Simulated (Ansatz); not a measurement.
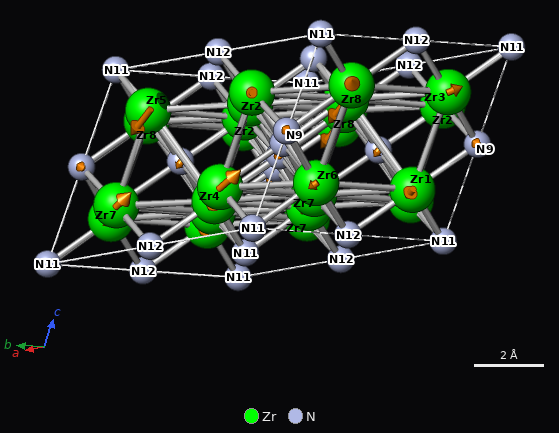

This is a relaxation of a crystal of Zr8N5 (a generated structure, set up in P1) (coarse preliminary run). The starting structure is drawn faded, the final one solid; orange arrows show the displacements (the part carried along by the change of the cell is left out), magnified 10 times.

A ball-and-stick model of the larger cell on standard axes (2 times the calculation's cell), seen from a free direction.

Case: 3 of 8 N atoms taken out at random.

Method: Ansatz, DFT PBE, scalar-relativistic, plane waves, PAW. Set-up: plane-wave cutoff 420 eV; k-point mesh 3 × 3 × 3; occupations gaussian; smearing width 0.1 eV; no spin polarisation; cell and atoms relaxed; force threshold 0.04 eV/Å; at most 50 steps.

**Atoms of which element are displaced furthest, and by how much?**

Zirconium: up to 0.12 Å, against 0.03 Å for nitrogen.

**What did the optimiser do to the structure, and how much energy did it gain?**

After 4 accepted moves (6 points after the start) the energy has fallen by 31.1 meV per atom. Largest force component: 1.2 eV/Å at the start, 0.0057 eV/Å at the end. Pressure: −1.04 GPa at the start and 0.02 GPa at the end. The line search rejected the trial step at point 1 of the run. At 1 point the geometry stayed and the basis and grid were re-selected for the new cell (energy shift of 0.2 meV per atom at most each time). A Zr atom moves most relative to the cell: 0.12 Å along [1 0 −3]. By element the largest moves are Zr 0.12 Å, N 0.03 Å. The volume changes by +0.6 %, with a 11.255 → 11.241 Å (−0.1 %), b 6.498 → 6.524 Å (+0.4 %), c 6.498 → 6.499 Å (0.0 %), β 125.3° → 125.0°. Some distances before and after: Zr–Zr 3.193 → 3.377 Å, Zr–Zr 3.305 → 3.122 Å, Zr–Zr 3.233 → 3.377 Å, Zr–Zr 3.265 → 3.122 Å. Bond angles that change, for instance: Zr–N–Zr 88.4° → 92.5°, Zr–N–Zr 90.6° → 87.5°, Zr–N–Zr 88.7° → 91.8°. The space group (tolerance 0.01 Å) goes from P1 (No. 1) to R-3m (No. 166). Cost: 40 s on 4 threads of Arm Neoverse V2, with other jobs on the host, peak memory 0.68 GiB.
